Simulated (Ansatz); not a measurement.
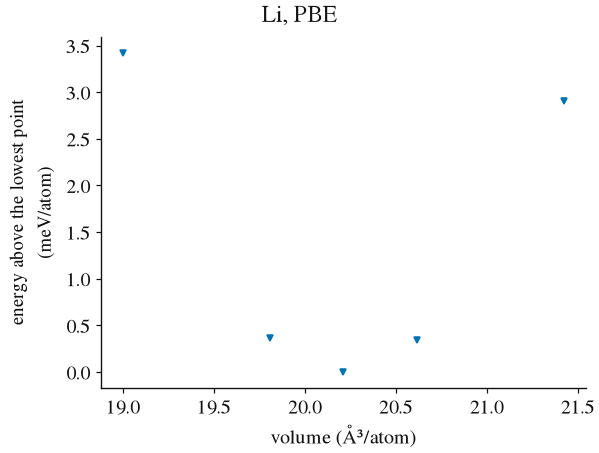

Plotted: energy above the lowest point against volume for Li, space group Fm-3m (No. 225) (one of a set of cubic test structures, which need not be the stable phase).

Computed with Ansatz 0.2.0 development build: equation of state of a cubic crystal from periodic Kohn-Sham density functional theory without spin, third-order Birch-Murnaghan fit to the free energies; pressure corrected for the finite basis. Level: PBE.

structure type fcc; atoms in cell 1; space group number 225; lattice centring face-centred primitive; k mesh 43×43×43; occupation method Fermi–Dirac; occupation width 0.06123 eV; wave cutoff 420 eV; datasets soft-1 PAW; density tolerance 1e−07 eV; bands 6; density cutoff ratio 4; search for lower states default.

The points at volume 19.40 Å³/atom and 21.02 Å³/atom are left out of the plot. What values does the calculation give there?

```
volume (Å³/atom)  energy above the lowest point (meV/atom)
           19.40                                     1.472
           21.02                                     1.329
```

Caveats: cubic model structure, not the ambient form.
